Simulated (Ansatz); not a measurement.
```cif
data_structure
_symmetry_space_group_name_H-M 'P 1'
_symmetry_Int_Tables_number 1
_cell_length_a 3.0886
_cell_length_b 4.9436
_cell_length_c 3.0886
_cell_angle_alpha 90.000
_cell_angle_beta 120.000
_cell_angle_gamma 90.000
_cell_volume 40.84
loop_
_atom_site_label
_atom_site_type_symbol
_atom_site_fract_x
_atom_site_fract_y
_atom_site_fract_z
_atom_site_occupancy
Al1 Al 0.33726 0.00152 0.65594 1
Al2 Al 0.66274 0.50152 0.34406 1
N1 N 0.32983 0.38348 0.67624 1
N2 N 0.67017 0.88348 0.32376 1
```

Space group P2₁; PAW files of the earlier set (soft_1).

Method: DFT LDA, scalar-relativistic, plane waves, PAW (Ansatz 0.2.0).

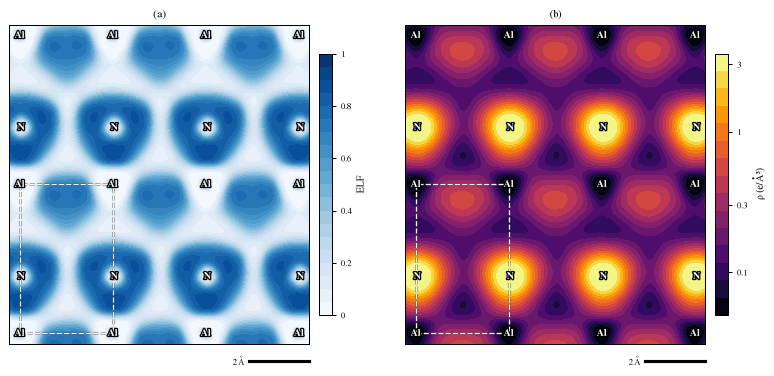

AlN. (a) electron localisation function; (b) valence electron density on the (001) plane of the conventional cell.

Core electrons are frozen (PAW), and the valence fields are smoothed inside the atomic spheres.

Q: Interpret the plot.

A: The plane passes through Al and N nuclei.
Atoms just off the plane (Al, 0.8 Å away and N, 0.9 Å away) can leave unmarked features too.
Al–N (1.89 Å): ρ is about 0.68 e/Å³ halfway; the ELF peaks at about 0.90 between the atoms: a shared but strongly polarised pair.
Between the atoms the lowest density in this plane is 0.08 e/Å³.
